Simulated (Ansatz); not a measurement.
# Geometry relaxation, with input and output: SiO$_{2}$

SiO$_{2}$ (I-42d, 12 atoms in the cell), computed with DFT LDA, scalar-relativistic, plane waves, PAW, no spin polarisation (Ansatz 0.2.0).

The structure derives from a Materials Project entry. It belongs to a series of runs on one base structure; here: 0 of 8 O sites taken by S, cell and atoms relaxed. Figures and captions count atoms from 1; the log counts them from 0 in places.

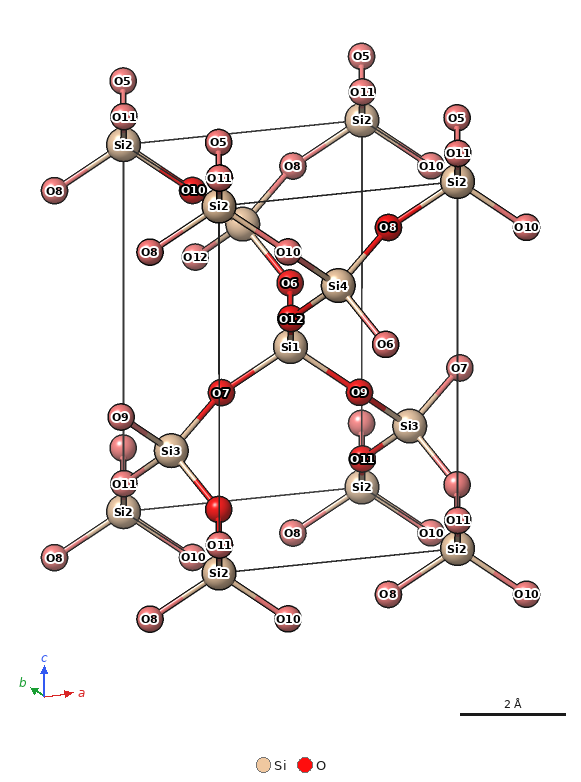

Figure 1. The structure as given in the input (ball-and-stick view of the cell of the calculation, seen slightly off an axis; neighbours outside the cell are drawn fainter; atoms are numbered from 1 in the order of the input). An atom can appear more than once, as a periodic image.

### The input
```yaml
crystal:
  lattice:
    - [4.9288880308, 0.0, 0.0]
    - [0.0, 4.9288880308, 0.0]
    - [0.0, 0.0, 7.2888056564]
  atoms:
    - { symbol: Si, position: [0.5, 0.5, 0.5] }
    - { symbol: Si, position: [0.0, 0.0, 0.0] }
    - { symbol: Si, position: [0.0, 0.5, 0.25] }
    - { symbol: Si, position: [0.5, 0.0, 0.75] }
    - { symbol: O, position: [0.09854656, 0.25, 0.125] }
    - { symbol: O, position: [0.59854656, 0.75, 0.625] }
    - { symbol: O, position: [0.25, 0.59854656, 0.375] }
    - { symbol: O, position: [0.75, 0.09854656, 0.875] }
    - { symbol: O, position: [0.75, 0.40145344, 0.375] }
    - { symbol: O, position: [0.25, 0.90145344, 0.875] }
    - { symbol: O, position: [0.90145344, 0.75, 0.125] }
    - { symbol: O, position: [0.40145344, 0.25, 0.625] }
basis:
  ecutwfc: 420
kpoints:
  mp_grid: { grid: [6, 6, 4] }
hamiltonian:
  xc: lda
scf:
  occupations: { method: gaussian, width: 0.02 }
output:
  forces: true
  stress: true
  eigenvalues: true
relax:
  adjacent_minimum: "off"
  f_tol: 0.015
  max_steps: 60
  cell: { stress_tol: 0.15 }
```

Machine: 2 threads of Oxide Virtual Turin-like (Zen 5), 32 GiB of memory available, shared host.

Launched with:
```bash
ansatz run input.yaml --threads 2 --pin off --max-ram 5120MiB --backend cpu --events-out ev --progress --plain --runs-dir out
```

### The program's output
```
Engine: ansatz 0.2.0, x86_64-unknown-linux-gnu
Pseudopotentials: kind: paw
Pseudopotential: Si, paw, valence charge 4, recommended cutoff 420 eV (normal), Si.paw.azcp
Pseudopotential: O, paw, valence charge 6, recommended cutoff 420 eV (normal), O.paw.azcp
Functional definition: SPW92
  exchange = slater_x
  correlation = pw_c
Crystal: 12 atoms, lattice volume = 177.074 Å³
Basis set: ecut = 420 eV, 3445 PW (Γ)
Bands: 44, of which v1, the nominal top of the filled ones, is band 32 counted from 1 (31 counted from 0)
Symmetry: 16 space group operations
Space group: I-42d (ITA 122), of the structure as read, at distance tolerance 5.6e-5 Å
k-points: 30 of 144 (time reversal used)
Non-local potential: Si, projectors of the file, l = 0: 2, l = 1: 2, l = 2: 2
Non-local potential: O, projectors of the file, l = 0: 2, l = 1: 2, l = 2: 1
PAW form: soft (Blöchl's): semilocal exchange-correlation on the pseudo side does not see the compensation charge
PAW frozen core: Si, regenerated for the run's functional, and the local potential with it (the file was generated under x = pbe(κ = 0.804, μ = 0.2195149727645171), c = pbe(β = 0.06672455060314922))
PAW frozen core: O, regenerated for the run's functional, and the local potential with it (the file was generated under x = pbe(κ = 0.804, μ = 0.2195149727645171), c = pbe(β = 0.06672455060314922))
PAW one-centre angular grid: Si, 110 points (default); XC on 64 Gauss nodes
PAW one-centre angular grid: O, 110 points (default); XC on 64 Gauss nodes
Initial density: superposition of atomic densities (neutral atoms: chi_scale 0, normalization atom), corrected by the library's trained network
Initial wavefunctions: pseudopotential atomic-orbital guess
Functional: x = slater, c = lda
SCF iter   1: F=—  HF=-6890.810353 eV  |F-HF|=—  |Δ(HF+E_count)|=         —  Δρ=1.17e-2  dr2=2.15e-1  ethr=1.77e-3  ⟨swp⟩=7.7  Hψ=6970  notcnv=0  defer=8
preconditioner: auto → Resta (q_TF=auto, 2.303 Å⁻¹)  ε∞=2.9  [insulator: Δε(μ)=5.603 eV  Ē_g=16.351 eV  σ=0.020 eV  W_gap=1.00  n_scr=36 (ndim 8)  ℏωp=22.3 eV  f_vac=0.248  D(μ)=0.00/eV (n_scr^D=0)  ε∞_Penn≈2.9]
SCF iter   2: F=—  HF=-6890.749532 eV  |F-HF|=—  |Δ(HF+E_count)|=   6.08e-2  Δρ=3.21e-3  dr2=5.78e-3  ethr=3.36e-4  ⟨swp⟩=2.6  Hψ=2500  notcnv=0  defer=156
SCF iter   3: F=—  HF=-6890.747940 eV  |F-HF|=—  |Δ(HF+E_count)|=   1.59e-3  Δρ=1.43e-3  dr2=1.97e-3  ethr=9.03e-6  ⟨swp⟩=2.8  Hψ=2164  notcnv=0  defer=156
SCF iter   4: F=—  HF=-6890.747385 eV  |F-HF|=—  |Δ(HF+E_count)|=   5.55e-4  Δρ=3.26e-4  dr2=1.52e-4  ethr=3.07e-6  ⟨swp⟩=1.0  Hψ=1164  notcnv=0  defer=156
SCF iter   5: F=—  HF=-6890.747370 eV  |F-HF|=—  |Δ(HF+E_count)|=   1.51e-5  Δρ=3.79e-5  dr2=3.09e-6  ethr=2.37e-7  ⟨swp⟩=2.0  Hψ=1764  notcnv=0  defer=156
SCF iter   6: F=—  HF=-6890.747379 eV  |F-HF|=—  |Δ(HF+E_count)|=   9.56e-6  Δρ=6.38e-6  dr2=6.39e-8  ethr=1.56e-10  ⟨swp⟩=10.8  Hψ=7101  notcnv=0
SCF iter   7: F=-6890.747380 eV  HF=-6890.747380 eV  |F-HF|=2.68e-9  |Δ(HF+E_count)|=   6.58e-8  Δρ=8.48e-7  dr2=9.91e-10  ethr=9.98e-11  ⟨swp⟩=2.1  Hψ=4298  notcnv=0
SCF 1 converged in 7 iterations: F = -6890.747380 eV  dr2 = 9.91e-10
  greatest PAW one-centre occupation: 0.858 electrons in one spin orbital (limit 2), on the O atom at site 11 (counted from 0), in its partial waves of l = 0
relax step   1: F+E_penalty+E_count = -6890.74737955 eV  Δ(F+E_penalty+E_count) = +0.000e0 eV  max|allowed force component| = 2.297e-3 eV/Å  Δτ_max = 0.0000 Å  P = -0.004 GPa  Ω = 177.074 Å³  (7 SCF iters, dr2 threshold 1.00e-7 eV, accepted)
Initial density: handed on by an earlier stage of this run
Initial wavefunctions: pseudopotential atomic-orbital guess (no wavefunctions were taken with the density)
iter 1 solved again at ethr=3.68e-7 eV; its pass at ethr=3.10e-3 eV (dr2=2.35e-4 eV) is discarded
SCF iter   1: F=—  HF=-6890.747372 eV  |F-HF|=—  |Δ(HF+E_count)|=         —  Δρ=2.12e-6  dr2=5.31e-9  ethr=3.68e-7  ⟨swp⟩=3.8  Hψ=10350  notcnv=0
eigensolver tolerance schedule: the retry pair's looser diagonalisation over-reported the residual by 44255.87 of it (diagonalisation noise at an unbounded share of the residual, at the tolerance the schedule requests for it); recorded, not acted on — ethr = c·dr2/N_el stays at c = 1.0e-1
preconditioner: auto → Resta (q_TF=auto, 2.303 Å⁻¹)  ε∞=2.8  [insulator: Δε(μ)=5.759 eV  Ē_g=16.471 eV  σ=0.020 eV  W_gap=1.00  n_scr=36 (ndim 8)  ℏωp=22.3 eV  f_vac=0.238  D(μ)=0.00/eV (n_scr^D=0)  ε∞_Penn≈2.8]
SCF iter   2: F=—  HF=-6890.747380 eV  |F-HF|=—  |Δ(HF+E_count)|=   7.74e-6  Δρ=2.18e-6  dr2=5.36e-9  ethr=8.30e-12  ⟨swp⟩=4.0  Hψ=3711  notcnv=0
SCF iter   3: F=—  HF=-6890.747380 eV  |F-HF|=—  |Δ(HF+E_count)|=  8.06e-10  Δρ=1.08e-6  dr2=1.30e-9  ethr=8.30e-12  ⟨swp⟩=2.0  Hψ=2040  notcnv=0
SCF iter   4: F=-6890.747380 eV  HF=-6890.747380 eV  |F-HF|=1.51e-10  |Δ(HF+E_count)|=  6.20e-10  Δρ=4.71e-7  dr2=2.30e-10  ethr=1.69e-12  ⟨swp⟩=5.9  Hψ=4930  notcnv=0
SCF 2 converged in 4 iterations: F = -6890.747380 eV  dr2 = 2.30e-10
  greatest PAW one-centre occupation: 0.858 electrons in one spin orbital (limit 2), on the O atom at site 7 (counted from 0), in its partial waves of l = 0
relax step   2: F+E_penalty+E_count = -6890.74737955 eV  Δ(F+E_penalty+E_count) = -2.092e-11 eV  max|allowed force component| = 2.302e-3 eV/Å  Δτ_max = 0.0000 Å  P = -0.004 GPa  Ω = 177.074 Å³  stress off target by 3.60e-2 GPa  SCF on the basis re-selected at this cell (its energy is not comparable with the rows above)  (4 SCF iters)
```

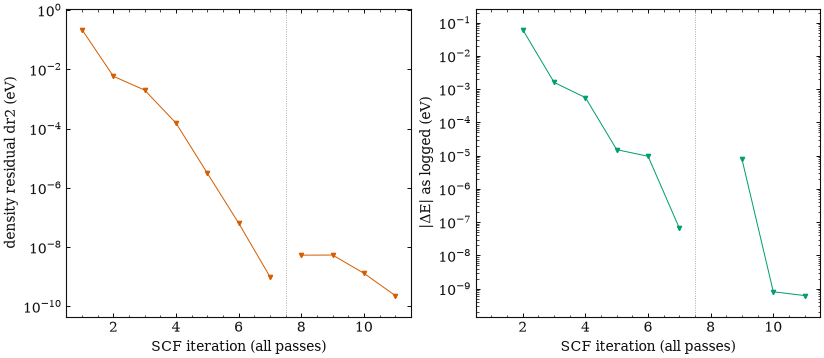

Figure 2. Convergence of the self-consistent field: density residual dr2 and size of the energy change against the SCF iteration. The dotted lines part the SCF passes of the relaxation: geometry steps, rejected trials and re-solves on a re-selected basis. The passes take 7 and 4 iterations.

```
basis re-selected at this cell: Δ(F+E_penalty+E_count) = -2.092e-11 eV, ΔP = +0.000 GPa vs the last step (what re-selecting the basis moved, of the pressure what is left beyond the Pulay correction that the steps carried, after the strain that the cell walked since its last selection, with what the two solves' SCF thresholds leave and, on support functions, any second-order correction that the steps lacked; it is no measure of the basis error at this ecutwfc). This SCF's stress stands 3.60e-2 GPa from its target on what of the cell is left free (relax.cell.stress_tol is 1.50e-1 GPa) and its largest allowed force component is 2.30e-3 eV/Å (relax.f_tol is 1.50e-2 eV/Å): within both
SCF converged after 4 iterations
Free energy (F): -6890.747380 eV
Harris-Foulkes:  -6890.747380 eV  (|F-HF|=1.51e-10)
Internal energy: -6890.747380 eV  (E = F + TS)
E sigma→0 (E₀):  -6890.747380 eV
Fermi energy:    3.427109 eV
--- Per-component energies (eV) ---
  E_band       = -390.235455
  E_kinetic    = 1603.092159
  E_local      = -4668.312482  (includes V_loc(G=0)·N_el)
  E_nonlocal   = 502.612724
  E_hartree    = 1715.226255
  E_xc         = -803.054453
  E_vxc        = -939.737298  (∫ρ·V_xc dr)
  E_paw        = -3132.506985  (= ΣΔE_a)
  E_vpaw       = -318.365324  (= ΣTr[D̂ρ^β])
  E_aug_tail   = 0.021314  (compensation charges beyond the density's cutoff)
  E_ewald      = -2108.938606
  E_core_change = 1.112695  (= ΣΔE_core)
  E_smearing   = -0.000000  (= −TS)
  E_closure    = 0.000000  (closes the sum)
  Σ components = -6890.747380   (vs F -6890.747380, Δ=0.00e0)
--- Forces (eV/Å), atoms counted from 1 ---
  atom   1  Si     0.00000000    -0.00000000     0.00000000
  atom   2  Si     0.00000000    -0.00000000     0.00000000
  atom   3  Si    -0.00000000     0.00000000    -0.00000000
  atom   4  Si    -0.00000000     0.00000000    -0.00000000
  atom   5  O      0.00230249     0.00000000    -0.00000000
  atom   6  O      0.00230249     0.00000000    -0.00000000
  atom   7  O     -0.00000000     0.00230249     0.00000000
  atom   8  O     -0.00000000     0.00230249     0.00000000
  atom   9  O     -0.00000000    -0.00230249    -0.00000000
  atom  10  O     -0.00000000    -0.00230249    -0.00000000
  atom  11  O     -0.00230249     0.00000000     0.00000000
  atom  12  O     -0.00230249     0.00000000     0.00000000
  max |Σ_I F_I| component: 9.11e-18 eV/Å
--- Stress (GPa, compression-positive) ---
        0.011989       0.000000      -0.000000
        0.000000       0.011989      -0.000000
       -0.000000      -0.000000      -0.036030
  P = ⅓ Tr σ = -0.0040 GPa (-0.040 kbar)
--- Band table (eV; the first three rows and the last of 30) ---
  k-point 0: bands = ["-18.4607", "-17.5026", "-17.5026", "-16.3142", "-16.3142", "-16.2761", "-16.2761", "-16.2139", "-8.7114", "-6.5312", "-6.5312", "-5.0264", "-5.0264", "-4.7512", "-4.4226", "-4.4226", "-2.0397", "-2.0090", "-2.0090", "-1.6034", "-1.5780", "-1.5780", "-1.0731", "-1.0731", "-1.0156", "-0.9506", "-0.9506", "-0.1554", "0.2333", "0.2333", "0.5477", "0.5477", "6.3065", "9.1832", "9.2808", "9.2808", "10.6114", "10.6114", "11.1171", "11.1171", "11.2267", "12.1710", "12.1710", "12.2765"]
  k-point 1: bands = ["-18.3947", "-17.8953", "-17.0652", "-16.3324", "-16.3087", "-16.3087", "-16.2817", "-16.2817", "-8.5284", "-7.3192", "-5.7924", "-4.9515", "-4.9515", "-4.8669", "-4.5285", "-4.5285", "-1.9612", "-1.9563", "-1.8795", "-1.6639", "-1.4736", "-1.4736", "-1.3577", "-1.1932", "-1.1208", "-1.1208", "-0.5756", "-0.1817", "0.2650", "0.2650", "0.4870", "0.4870", "6.6149", "8.4302", "9.2773", "9.6075", "10.6452", "10.6452", "10.9693", "10.9693", "11.2855", "11.8230", "12.3442", "12.4869"]
  k-point 2: bands = ["-18.2014", "-18.2014", "-16.6463", "-16.6463", "-16.2953", "-16.2953", "-16.2953", "-16.2953", "-8.0275", "-8.0275", "-5.2171", "-5.2171", "-4.7550", "-4.7550", "-4.7550", "-4.7550", "-1.8189", "-1.8189", "-1.7095", "-1.7095", "-1.5659", "-1.5659", "-1.2694", "-1.2694", "-1.2694", "-1.2694", "-0.3092", "-0.3092", "0.3609", "0.3609", "0.3609", "0.3609", "7.4155", "7.4155", "9.4925", "9.4925", "10.7618", "10.7618", "10.7618", "10.7618", "11.4863", "11.4863", "12.4530", "12.4530"]
  k-point 29: bands = ["-17.5106", "-17.5106", "-17.5106", "-17.5106", "-16.2933", "-16.2933", "-16.2933", "-16.2933", "-6.6991", "-6.6991", "-6.6991", "-6.6991", "-4.3943", "-4.3943", "-4.3943", "-4.3943", "-2.2697", "-2.2697", "-2.2697", "-2.2697", "-1.3244", "-1.3244", "-1.3244", "-1.3244", "-0.4729", "-0.4729", "-0.4729", "-0.4729", "0.1091", "0.1091", "0.1091", "0.1091", "9.8887", "9.8887", "9.8887", "9.8887", "9.9449", "9.9449", "9.9449", "9.9449", "11.7031", "11.7031", "11.7031", "11.7031"]
--- Relaxed structure (1 steps of the walk, 1 accepted, 1 SCFs on fresh bases) ---
  F+E_penalty+E_count = -6890.74737955 eV   max|allowed force component| = 2.302e-3 eV/Å   (the final SCF, on the basis selected at the relaxed cell)
  cell:  # Å, volume = 177.0738 Å³
    - [4.9288880308, 0.0, 0.0]
    - [0.0, 4.9288880308, 0.0]
    - [0.0, 0.0, 7.2888056564]
  atoms:
    - { symbol: Si, position: [0.5, 0.5, 0.5000000000000001] }
    - { symbol: Si, position: [0.0, 0.0, 0.0] }
    - { symbol: Si, position: [0.0, 0.5, 0.25000000000000006] }
    - { symbol: Si, position: [0.5, 0.0, 0.7500000000000001] }
    - { symbol: O, position: [0.09854656, 0.25, 0.12500000000000003] }
    - { symbol: O, position: [0.59854656, 0.75, 0.625] }
    - { symbol: O, position: [0.25, 0.59854656, 0.37500000000000006] }
    - { symbol: O, position: [0.75, 0.09854656, 0.8750000000000001] }
    - { symbol: O, position: [0.75, 0.40145344, 0.37500000000000006] }
    - { symbol: O, position: [0.25, 0.90145344, 0.8750000000000001] }
    - { symbol: O, position: [0.90145344, 0.75, 0.12500000000000003] }
    - { symbol: O, position: [0.40145344, 0.25, 0.625] }
```

### Trajectory as extended XYZ (Å, eV, eV/Å), 2 frames, from step=1 to step=2
```
12
Lattice="4.9289 0.0000 0.0000 0.0000 4.9289 0.0000 0.0000 0.0000 7.2888" Properties=species:S:1:pos:R:3:forces:R:3 step=1 energy=-6890.74738 pressure_GPa=-0.00
Si    2.4644    2.4644    3.6444    0.0000   0.0000   0.0000
Si    0.0000    0.0000    0.0000    0.0000   0.0000   0.0000
Si    0.0000    2.4644    1.8222    0.0000   0.0000   0.0000
Si    2.4644    0.0000    5.4666    0.0000   0.0000   0.0000
O     0.4857    1.2322    0.9111    0.0023   0.0000   0.0000
O     2.9502    3.6967    4.5555    0.0023   0.0000   0.0000
O     1.2322    2.9502    2.7333    0.0000   0.0023   0.0000
O     3.6967    0.4857    6.3777    0.0000   0.0023   0.0000
O     3.6967    1.9787    2.7333    0.0000  -0.0023   0.0000
O     1.2322    4.4432    6.3777    0.0000  -0.0023   0.0000
O     4.4432    3.6967    0.9111   -0.0023   0.0000   0.0000
O     1.9787    1.2322    4.5555   -0.0023   0.0000   0.0000
12
Lattice="4.9289 0.0000 0.0000 0.0000 4.9289 0.0000 0.0000 0.0000 7.2888" Properties=species:S:1:pos:R:3:forces:R:3 step=2 energy=-6890.74738 pressure_GPa=-0.00
Si    2.4644    2.4644    3.6444    0.0000   0.0000   0.0000
Si    0.0000    0.0000    0.0000    0.0000   0.0000   0.0000
Si    0.0000    2.4644    1.8222    0.0000   0.0000   0.0000
Si    2.4644    0.0000    5.4666    0.0000   0.0000   0.0000
O     0.4857    1.2322    0.9111    0.0023   0.0000   0.0000
O     2.9502    3.6967    4.5555    0.0023   0.0000   0.0000
O     1.2322    2.9502    2.7333    0.0000   0.0023   0.0000
O     3.6967    0.4857    6.3777    0.0000   0.0023   0.0000
O     3.6967    1.9787    2.7333    0.0000  -0.0023   0.0000
O     1.2322    4.4432    6.3777    0.0000  -0.0023   0.0000
O     4.4432    3.6967    0.9111   -0.0023   0.0000   0.0000
O     1.9787    1.2322    4.5555   -0.0023   0.0000   0.0000
```

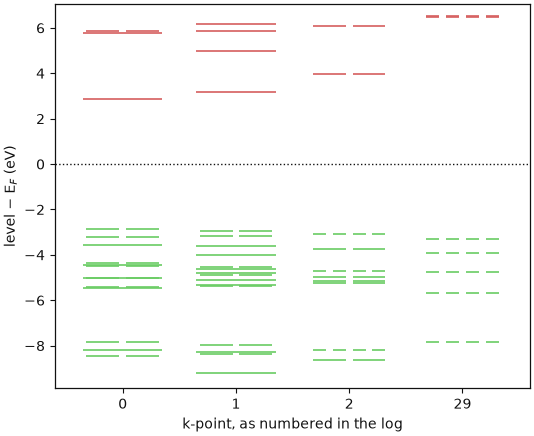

Figure 3. Kohn–Sham levels near the Fermi level (dotted) at the few k-points that the log prints; levels within 0.02 eV of each other stand side by side. Among these points the highest filled and lowest empty levels are 5.76 eV apart, which is the gap on the mesh.

### Summary

```json
{"quantity": "outcome", "value": "converged"}
{"quantity": "space group (tolerance 0.01 Å)", "value": "I-42d (122)"}
{"quantity": "electrons treated", "value": "64"}
{"quantity": "free energy", "value": "−6890.7474 eV"}
{"quantity": "Fermi energy", "value": "3.427 eV"}
{"quantity": "gap on the k-point mesh", "value": "5.76 eV"}
{"quantity": "pressure", "value": "0.00 GPa"}
{"quantity": "final volume", "value": "177.07 Å³"}
{"quantity": "largest force (length of the vector) at the end", "value": "0.002 eV/Å"}
{"quantity": "final cell", "value": "a = 4.929 Å, b = 4.929 Å, c = 7.289 Å, α = 90.00°, β = 90.00°, γ = 90.00°"}
{"quantity": "wall time", "value": "18 s (CPU time 35 s)"}
{"quantity": "peak memory", "value": "0.52 GiB"}
```
